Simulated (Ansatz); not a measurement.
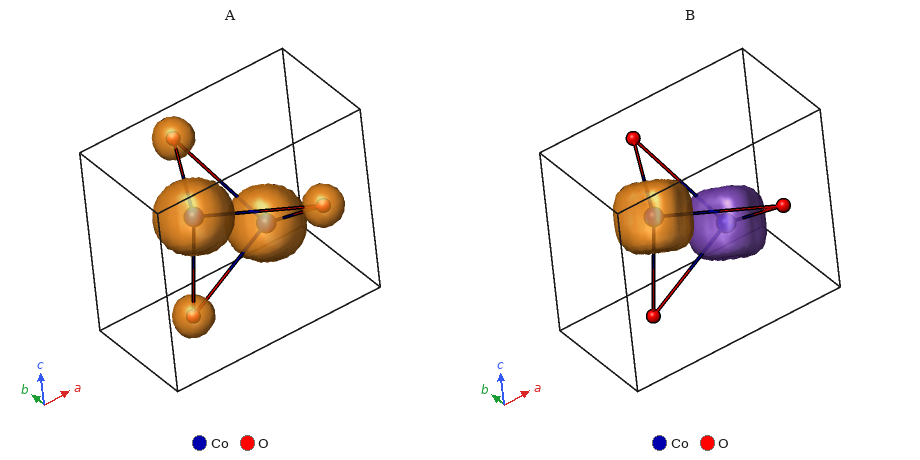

*CoO. Spin density of two self-consistent states of the same cell, at +0.5 (orange) and −0.5 e/Å³ (purple).*

Space group P-6m2; a generated structure, not necessarily the stable one; spin-polarised.

The calculation used Kohn-Sham DFT of a periodic cell, PBE, Ansatz PAW in Ansatz.

In a PAW calculation such maps are meaningful between the atoms, not at the nuclei.

```xyz
4
Lattice="-1.4142 2.4495 2.7217 2.8285 0.0000 2.7217 1.4142 2.4495 0.0000" Properties=species:S:1:pos:R:3 pbc="T T T"
Co    1.4142    2.4495    1.3609
Co    1.4142    2.4495    4.0826
O     0.0000    3.2660    2.7217
O     1.4142    0.8165    2.7217
```

> Which magnetic state is the more stable, and how do they differ?

State A: parallel main moments (a ferromagnetic arrangement) in this solution; Co: +2.5 μB (×2) in one cell of 4 atoms, with smaller moments on other sites: O (up to +0.42 μB). State B: antiferromagnetic in this solution, which needn't be the ground state, with some nearest magnetic neighbours parallel and some opposed; Co: +2.3 μB and −2.3 μB in one cell of 4 atoms. State A lies lower by 24 meV per atom.
